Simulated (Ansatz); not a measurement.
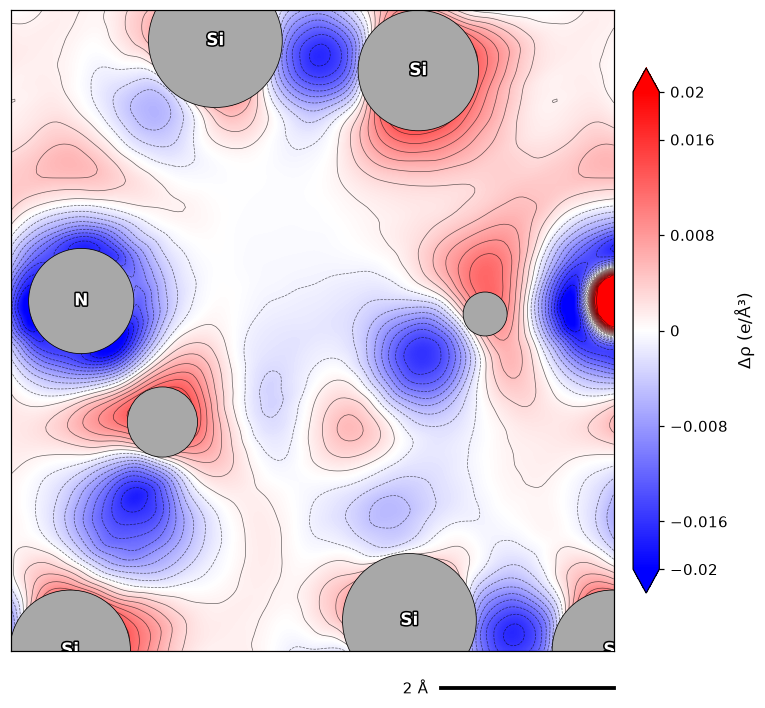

Si3N2. Difference of the valence pseudo-densities of two functionals at the same geometry, on the (011) plane of the calculation cell: PBE less r2SCAN.

Space group Cmc2₁; a generated structure, not necessarily the stable one.

Both computed with Ansatz (plane waves, PAW), on the same k-point mesh. Grey discs cover the atomic cores.

```xyz
10
Lattice="5.6760 -2.6499 0.0000 5.6760 2.6499 0.0000 0.0000 0.0000 4.6700" Properties=species:S:1:pos:R:3 pbc="T T T"
Si    9.2946    0.9122    1.3028
Si    2.0574    0.9122    1.3028
Si    9.2946   -0.9122    3.6378
Si    2.0574   -0.9122    3.6378
Si    5.6760    0.6011    3.3062
Si    5.6760   -0.6011    0.9712
N     2.3427   -0.6939    0.6703
N     9.0094   -0.6939    0.6703
N     2.3427    0.6939    3.0053
N     9.0094    0.6939    3.0053
```

### Where does the change of functional move the electrons?

Against r2SCAN, PBE gives less density around N (−0.014 e/Å³ on average at 0.8 Å from the nucleus) and a change of −0.017 e/Å³ at the midpoint of Si–Si.
